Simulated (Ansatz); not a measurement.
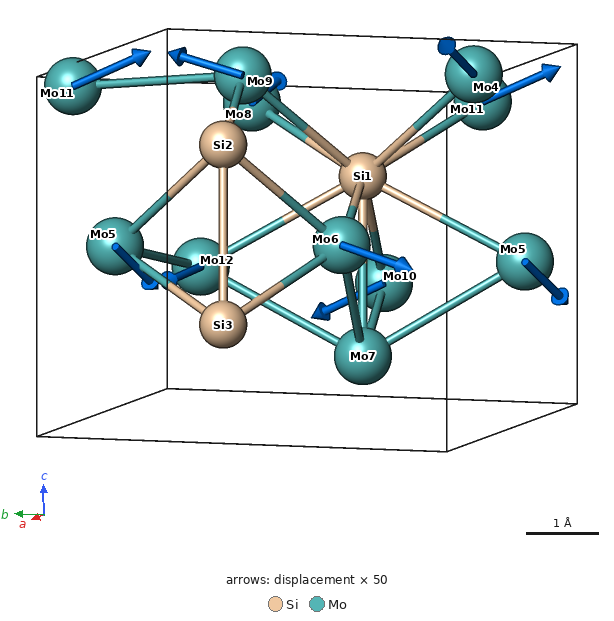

This is a relaxation of an amorphous cell of composition SiMo3 (coarse preliminary run). The starting structure is drawn; blue arrows show the displacements, magnified 50 times.

A ball-and-stick model of the cell of the calculation, seen from a free direction.

Case: atoms packed at random at 1.16 times the crystal's volume, relaxed further on a centred mesh.

The calculation used Ansatz 0.2.0, DFT PBE, scalar-relativistic, plane waves, PAW.

Input file:
```yaml
crystal:
  lattice:
    - [6.0028419195, 2.07878e-05, -0.0383109602]
    - [8.0054e-06, 6.0035648692, -0.0103132552]
    - [0.0334862106, 0.0087655087, 5.0560157075]
  atoms:
    - { symbol: Si, position: [0.5730280995, 0.3406602277, 0.6946658366] }
    - { symbol: Si, position: [0.0730550155, 0.8405193249, 0.6946294805] }
    - { symbol: Si, position: [0.073032779, 0.840486102, 0.1946315731] }
    - { symbol: Mo, position: [0.2289012819, 0.1793354699, 0.9390399821] }
    - { symbol: Mo, position: [0.4118410832, 0.9963915049, 0.4507475913] }
    - { symbol: Mo, position: [0.2290283214, 0.5017282879, 0.4505426571] }
    - { symbol: Mo, position: [0.5731871733, 0.3402641526, 0.194693407] }
    - { symbol: Mo, position: [0.9171987728, 0.5016390196, 0.9385330424] }
    - { symbol: Mo, position: [0.4118042802, 0.6847141519, 0.9390092717] }
    - { symbol: Mo, position: [0.9171321034, 0.17927709, 0.4505112757] }
    - { symbol: Mo, position: [0.7343047996, 0.9964469442, 0.9387605012] }
    - { symbol: Mo, position: [0.7342150362, 0.6848263842, 0.4502934922] }
  symmetry: { detect: false }
basis:
  ecutwfc: 420
kpoints:
  mp_grid: { grid: [4, 4, 4] }
hamiltonian:
  xc: pbe
scf:
  occupations: { method: gaussian, width: 0.1 }
  lower_state_search: "off"
output:
  forces: true
  stress: true
  eigenvalues: true
relax:
  adjacent_minimum: "off"
  f_tol: 0.04
  max_steps: 25
  cell: { stress_tol: 0.3 }
```

Command:
```bash
ansatz run input.yaml --threads 2 --pin off --max-ram 5120MiB --backend cpu --events-out ev --progress --plain --runs-dir out
```

> What happened in the run?

The largest moves relative to the cell, 0.026 Å, are those of Mo5, Mo6, Mo8, Mo10 and Mo11. Mo11 goes along [−2 −2 1]. By element the largest moves are Mo 0.026 Å, Si 0.001 Å. Cell: a 6.003 → 6.011 Å (+0.1 %), b 6.004 → 6.011 Å (+0.1 %), c 5.056 → 5.048 Å (−0.2 %). Volume +0.1 %. Among the contacts that change: Mo4–Mo8 2.692 → 2.649 Å, Mo10–Mo11 2.916 → 2.954 Å, Si1–Mo10 2.594 → 2.608 Å, Si2–Mo10 2.557 → 2.568 Å. Over 2 accepted moves (3 points after the start) the energy falls by 2.3 meV per atom. The largest force component goes from 0.23 to 0.0082 eV/Å. Pressure: 0.27 GPa at the start and −0.14 GPa at the end. The SCF was repeated once at an unchanged geometry on a basis and grid sized afresh for the cell, which shifted the energy by less than 0.05 meV per atom at most.

Limits of the set-up: the periodic images lie only 5.1 Å apart, so the values are limited by the cell's size.
